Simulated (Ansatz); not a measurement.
# CuO: a changed input and its effect

System: CuO (Cccm, 4 atoms in the cell).
Method of the first run: DFT PBEsol, scalar-relativistic, plane waves, PAW, no spin polarisation (Ansatz 0.2.0).

The structure derives from a Materials Project entry. Text and figures count atoms from 1; the logs count them from 0 in places.

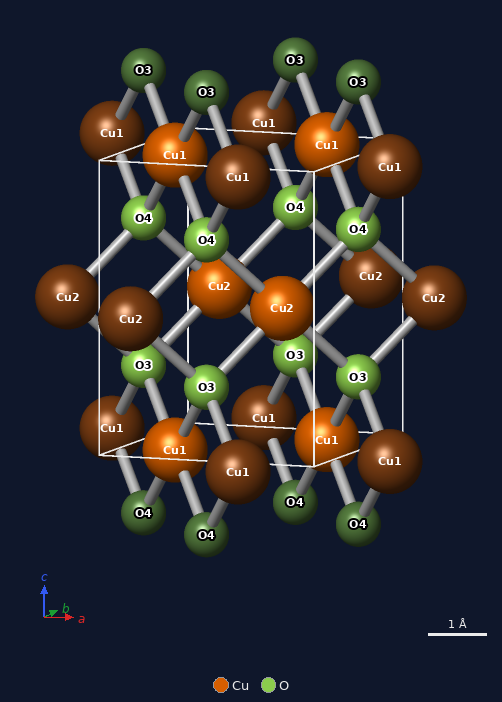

Fig. 1: The structure as given in the input (ball-and-stick view of the cell 2 times as large as that of the calculation, set on its symmetry axes, seen slightly off an axis; neighbours outside the cell are drawn fainter; atoms are numbered from 1 in the order of the input). An atom can appear more than once, as a periodic image.

Input, the first run:
```yaml
crystal:
  lattice:
    - [1.990968, -2.15355, 0.0]
    - [1.990968, 2.15355, 0.0]
    - [0.0, 0.0, 5.155928]
  atoms:
    - { symbol: Cu, position: [0.0, 0.5, 0.0] }
    - { symbol: Cu, position: [0.5, 0.0, 0.5] }
    - { symbol: O, position: [0.5, 0.5, 0.25] }
    - { symbol: O, position: [0.5, 0.5, 0.75] }
basis:
  ecutwfc: 420
kpoints:
  mp_grid: { grid: [14, 14, 8] }
hamiltonian:
  xc: pbesol
scf:
  occupations: { method: gaussian, width: 0.1 }
output:
  forces: true
  stress: true
  eigenvalues: true
relax:
  adjacent_minimum: "off"
  f_tol: 0.01
  max_steps: 60
  cell: { stress_tol: 0.05 }
```

Launched with:
```bash
ansatz run input.yaml --threads 1 --pin off --max-ram 2560MiB --backend cpu --events-out ev --progress --plain --runs-dir out
```

Hardware: 1 thread of Arm Neoverse V1, 24 GiB of memory available, shared host.

Output, shortened to warnings, some set-up lines, iterations and results (the first run):
```
Basis set: ecut = 420 eV, 841 PW (Γ), exchange–correlation on 40×40×72 points (8 copies of the dense FFT grid, shifted against one another)
Symmetry: 8 space group operations
k-points: 285 of 1568
Initial density: superposition of atomic densities (neutral atoms: chi_scale 0, normalization atom), corrected by the library's trained network
[...]
SCF iter   1: F=—  HF=-14296.555991 eV  |F-HF|=—  |Δ(HF+E_count)|=         —  Δρ=1.90e-2  dr2=1.10e-1  ethr=1.77e-3  ⟨swp⟩=5.1  Hψ=30057  notcnv=0
SCF iter   2: F=—  HF=-14296.582080 eV  |F-HF|=—  |Δ(HF+E_count)|=   2.61e-2  Δρ=2.76e-2  dr2=1.75e-1  ethr=2.21e-4  ⟨swp⟩=2.1  Hψ=19186  notcnv=0  defer=120
SCF iter   3: F=—  HF=-14296.526164 eV  |F-HF|=—  |Δ(HF+E_count)|=   5.59e-2  Δρ=7.86e-3  dr2=1.50e-2  ethr=2.21e-4  ⟨swp⟩=2.0  Hψ=14003  notcnv=0  defer=120
SCF iter   4: F=—  HF=-14296.522625 eV  |F-HF|=—  |Δ(HF+E_count)|=   3.54e-3  Δρ=2.33e-3  dr2=1.63e-3  ethr=3.00e-5  ⟨swp⟩=2.3  Hψ=13024  notcnv=0  defer=120
SCF iter   5: F=—  HF=-14296.522365 eV  |F-HF|=—  |Δ(HF+E_count)|=   2.59e-4  Δρ=5.90e-4  dr2=9.62e-5  ethr=3.26e-6  ⟨swp⟩=2.0  Hψ=11183  notcnv=0  defer=118
[... 67 lines ...]
SCF iter   3: F=—  HF=-14296.560068 eV  |F-HF|=—  |Δ(HF+E_count)|=  5.82e-11  Δρ=3.04e-6  dr2=2.03e-9  ethr=1.00e-12  ⟨swp⟩=6.4  Hψ=42573  notcnv=0
SCF iter   4: F=—  HF=-14296.560068 eV  |F-HF|=—  |Δ(HF+E_count)|=  6.60e-10  Δρ=1.07e-6  dr2=2.51e-10  ethr=4.05e-12  ⟨swp⟩=2.0  Hψ=15139  notcnv=0
SCF iter   5: F=-14296.560068 eV  HF=-14296.560068 eV  |F-HF|=5.46e-12  |Δ(HF+E_count)|=  8.55e-11  Δρ=7.15e-8  dr2=1.09e-12  ethr=1.00e-12  ⟨swp⟩=4.0  Hψ=30305  notcnv=0
SCF 10 converged in 5 iterations: F = -14296.560068 eV  dr2 = 1.09e-12
relax step  10: F+E_penalty+E_count = -14296.56006787 eV  Δ(F+E_penalty+E_count) = -3.723e-5 eV  max|allowed force component| = 1.388e-16 eV/Å  Δτ_max = 0.0000 Å  P = -0.001 …
basis re-selected at this cell: Δ(F+E_penalty+E_count) = -3.723e-5 eV, ΔP = +0.001 GPa vs the last step (what re-selecting the basis moved, of the pressure what is left beyond the Pulay correction that the steps carried, after the strain that the cell walked since its last selection, with what the …
SCF converged after 5 iterations
Free energy (F): -14296.560068 eV
Harris-Foulkes:  -14296.560068 eV  (|F-HF|=5.46e-12)
Internal energy: -14296.547265 eV  (E = F + TS)
E sigma→0 (E₀):  -14296.553667 eV
Entropy (-TS):   -0.012803 eV (-3.201 meV/atom)
Fermi energy:    11.443643 eV
--- Per-component energies (eV) ---
  E_band       = -904.146706
  E_kinetic    = 942.090179
  E_local      = -10012.067651  (includes V_loc(G=0)·N_el)
  E_nonlocal   = 879.603303
  E_hartree    = 4330.247732
  E_xc         = -320.952628
  E_vxc        = -414.111748  (∫ρ·V_xc dr)
  E_paw        = -3552.107036  (= ΣΔE_a)
  E_vpaw       = -960.161603  (= ΣTr[D̂ρ^β])
  E_aug_tail   = 0.005430  (compensation charges beyond the density's cutoff)
  E_ewald      = -6563.849574
  E_core_change = 0.482980  (= ΣΔE_core)
  E_smearing   = -0.012803  (= −TS)
  E_closure    = -0.000000  (closes the sum)
  Σ components = -14296.560068   (vs F -14296.560068, Δ=0.00e0)
--- Forces (eV/Å), atoms counted from 1 ---
  atom   1  Cu     0.00000000     0.00000000     0.00000000
  atom   2  Cu    -0.00000000     0.00000000     0.00000000
  atom   3  O     -0.00000000     0.00000000     0.00000000
  atom   4  O      0.00000000    -0.00000000    -0.00000000
  max |Σ_I F_I| component: 1.26e-29 eV/Å
--- Stress (GPa, compression-positive) ---
        0.024644      -0.000000      -0.000000
       -0.000000      -0.027303       0.000000
       -0.000000       0.000000      -0.000681
  P = ⅓ Tr σ = -0.0011 GPa (-0.011 kbar)
--- Relaxed structure (7 steps of the walk, 7 accepted, 3 SCFs on fresh bases) ---
  F+E_penalty+E_count = -14296.56006787 eV   max|allowed force component| = 1.388e-16 eV/Å   (the final SCF, on the basis selected at the relaxed cell)
  cell:  # Å, volume = 42.6520 Å³
    - [2.042541973607975, -2.050348610312746, 7.204917959459276e-18]
    - [2.042541973607975, 2.050348610312746, -7.204917959459282e-18]
    - [-6.458868947768097e-33, -1.7249675301190576e-17, 5.092265382433051]
  atoms:
    - { symbol: Cu, position: [2.9758513688779417e-36, 0.5, 0.0] }
[...]
```

The input of the second run differs as follows (lines with − go, lines with + come):
```diff
-  ecutwfc: 420
+  ecutwfc: 500
-  xc: pbesol
+  xc: r2scan
```

Predict how the results change.

The total energies belong to different methods, so their difference says nothing on which is more stable or more accurate. The volume per atom goes from 10.66 to 10.73 Å³. The functional changes from PBEsol to r2SCAN. The SCF takes 47 iterations over all geometry steps against 57. On the same kind of shared host the second run took about 1.7 times as long.

Output, shortened to warnings, some set-up lines, iterations and results (the second run):
```
Basis set: ecut = 500 eV, 1151 PW (Γ), exchange–correlation on 96×96×160 points (64 copies of the dense FFT grid, shifted against one another)
Symmetry: 8 space group operations
k-points: 285 of 1568
Initial density: superposition of atomic densities (neutral atoms: chi_scale 0, normalization atom), corrected by the library's trained network
[...]
SCF iter   1: F=—  HF=-14397.260289 eV  |F-HF|=—  |Δ(HF+E_count)|=         —  Δρ=2.52e-2  dr2=1.46e-1  dr2_τ=7.52e-2  ethr=1.77e-3  ⟨swp⟩=5.0  Hψ=29724  notcnv=0
SCF iter   2: F=—  HF=-14397.303955 eV  |F-HF|=—  |Δ(HF+E_count)|=   4.37e-2  Δρ=1.93e-2  dr2=9.04e-2  dr2_τ=3.08e-3  ethr=2.92e-4  ⟨swp⟩=2.1  Hψ=18726  notcnv=0  defer=116
SCF iter   3: F=—  HF=-14397.270388 eV  |F-HF|=—  |Δ(HF+E_count)|=   3.36e-2  Δρ=9.35e-3  dr2=2.51e-2  dr2_τ=2.66e-4  ethr=1.81e-4  ⟨swp⟩=2.0  Hψ=16302  notcnv=0  defer=116
SCF iter   4: F=—  HF=-14397.267251 eV  |F-HF|=—  |Δ(HF+E_count)|=   3.14e-3  Δρ=5.69e-3  dr2=9.57e-3  dr2_τ=1.46e-4  ethr=5.02e-5  ⟨swp⟩=1.0  Hψ=9866  notcnv=0  defer=112
SCF iter   5: F=—  HF=-14397.265445 eV  |F-HF|=—  |Δ(HF+E_count)|=   1.81e-3  Δρ=1.13e-3  dr2=3.72e-4  dr2_τ=7.10e-6  ethr=1.91e-5  ⟨swp⟩=2.1  Hψ=10338  notcnv=0  defer=112
[... 51 lines ...]
SCF iter   5: F=—  HF=-14397.290969 eV  |F-HF|=—  |Δ(HF+E_count)|=   2.23e-7  Δρ=7.52e-6  dr2=1.37e-8  dr2_τ=2.75e-9  ethr=1.09e-9  ⟨swp⟩=2.3  Hψ=13097  notcnv=0
SCF iter   6: F=—  HF=-14397.290969 eV  |F-HF|=—  |Δ(HF+E_count)|=   1.09e-8  Δρ=6.90e-7  dr2=7.00e-11  dr2_τ=2.86e-11  ethr=2.73e-11  ⟨swp⟩=2.2  Hψ=12318  notcnv=0
SCF iter   7: F=-14397.290969 eV  HF=-14397.290969 eV  |F-HF|=7.28e-12  |Δ(HF+E_count)|=  2.09e-10  Δρ=3.59e-8  dr2=2.75e-13  dr2_τ=3.82e-14  ethr=1.00e-12  ⟨swp⟩=4.0  …
SCF 7 converged in 7 iterations: F = -14397.290969 eV  dr2 = 2.75e-13
relax step   7: F+E_penalty+E_count = -14397.29096913 eV  Δ(F+E_penalty+E_count) = +9.770e-4 eV  max|allowed force component| = 1.527e-16 eV/Å  Δτ_max = 0.0000 Å  P = -0.002 …
basis re-selected at this cell: Δ(F+E_penalty+E_count) = +9.770e-4 eV, ΔP = -0.002 GPa vs the last step (what re-selecting the basis moved, of the pressure what is left beyond the Pulay correction that the steps carried, after the strain that the cell walked since its last selection, with what the …
SCF converged after 7 iterations
Free energy (F): -14397.290969 eV
Harris-Foulkes:  -14397.290969 eV  (|F-HF|=7.28e-12)
Internal energy: -14397.278435 eV  (E = F + TS)
E sigma→0 (E₀):  -14397.284702 eV
Entropy (-TS):   -0.012534 eV (-3.134 meV/atom)
Fermi energy:    11.305233 eV
--- Per-component energies (eV) ---
  E_band       = -968.220569
  E_kinetic    = 944.170111
  E_local      = -10056.299295  (includes V_loc(G=0)·N_el)
  E_nonlocal   = 885.469466
  E_hartree    = 4364.647008
  E_xc         = -311.752326
  E_vxc        = -455.813914  (∫ρ·V_xc dr)
  E_paw        = -3670.863572  (= ΣΔE_a)
  E_vpaw       = -1045.539981  (= ΣTr[D̂ρ^β])
  E_aug_tail   = 0.002375  (compensation charges beyond the density's cutoff)
  E_vtau       = 30.496656  (kinetic-family band-sum trace: ∫τ·v_τ [+ j·A + Jᵃ·Aᵃ] dr)
  E_ewald      = -6551.986104
  E_core_change = -0.666098  (= ΣΔE_core)
  E_smearing   = -0.012534  (= −TS)
  E_closure    = -0.000000  (closes the sum)
  Σ components = -14397.290969   (vs F -14397.290969, Δ=0.00e0)
--- Forces (eV/Å), atoms counted from 1 ---
  atom   1  Cu     0.00000000    -0.00000000    -0.00000000
  atom   2  Cu    -0.00000000     0.00000000     0.00000000
  atom   3  O      0.00000000     0.00000000     0.00000000
  atom   4  O     -0.00000000    -0.00000000    -0.00000000
  max |Σ_I F_I| component: 2.52e-29 eV/Å
--- Stress (GPa, compression-positive) ---
        0.014098      -0.000000      -0.000000
       -0.000000      -0.019587      -0.000000
       -0.000000      -0.000000      -0.001652
  P = ⅓ Tr σ = -0.0024 GPa (-0.024 kbar)
--- Relaxed structure (6 steps of the walk, 6 accepted, 1 SCFs on fresh bases) ---
  F+E_penalty+E_count = -14397.29096913 eV   max|allowed force component| = 1.527e-16 eV/Å   (the final SCF, on the basis selected at the relaxed cell)
  cell:  # Å, volume = 42.9165 Å³
    - [2.0426034860966142, -2.0494666168366904, 6.474125226031071e-18]
    - [2.0426034860966142, 2.0494666168366904, -6.4741252260310805e-18]
[...]
```

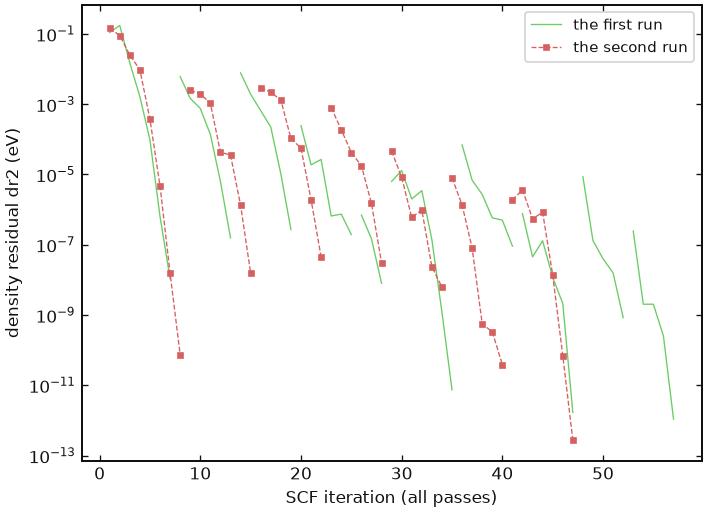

Fig. 2: Convergence of the two runs: density residual dr2 against the SCF iteration. A break in a curve parts two SCF passes. The first run takes 57 iterations in all, and the second run takes 47.

The two runs side by side:

| quantity | the first run | the second run |
| --- | --- | --- |
| outcome | converged | converged |
| free energy per atom (eV) | −3574.1400 | −3599.3227 |
| energy per atom, smearing taken to zero (eV) | −3574.1384 | −3599.3212 |
| gap on the mesh (eV) | 0.00 | 0.00 |
| pressure (GPa) | 0.00 | 0.00 |
| volume per atom (Å³) | 10.66 | 10.73 |
| largest force (eV/Å) | 0.000 | 0.000 |
| SCF iterations | 57 | 47 |
| irreducible k-points | 285 | 285 |
| wall time (shared host) | 3.1 min | 5.3 min |

For both runs: The run has no spin polarisation, so a magnetic state may lie lower.
